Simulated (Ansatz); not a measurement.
```
Co
1.0
     2.47056    0.00000    0.00000
    -1.23528    2.13957    0.00000
     0.00000    0.00000    8.08823
Co
4
Direct
  0.66667 0.33333 0.75000
  0.00000 0.00000 0.50000
  0.33333 0.66667 0.25000
  0.00000 0.00000 0.00000
```

Space group P6₃/mmc; a structure from a database of computed crystals, not necessarily the ambient phase; computed pressure about −7 GPa in this cell; the program warned that a starting moment wasn't kept.

Computed with Kohn-Sham DFT of a periodic cell, PBEsol, Ansatz PAW in Ansatz.

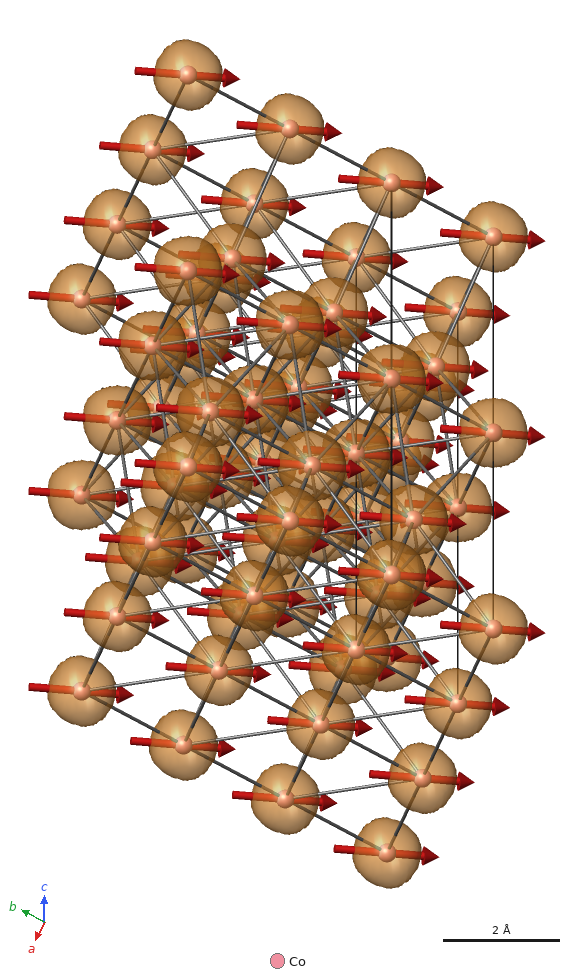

Co. Isosurface of the size of the magnetisation density at 0.4 e/Å³ (orange), with the spin moments of the magnetic sites as arrows; seen at an oblique angle.

Core electrons are frozen (PAW), and the valence fields are smoothed inside the atomic spheres.

Describe the magnetic structure.

Answer. Spin moments: Co 1.6 μB. All point the same way (ferromagnetic), along [−1 −2 0] of the cell.
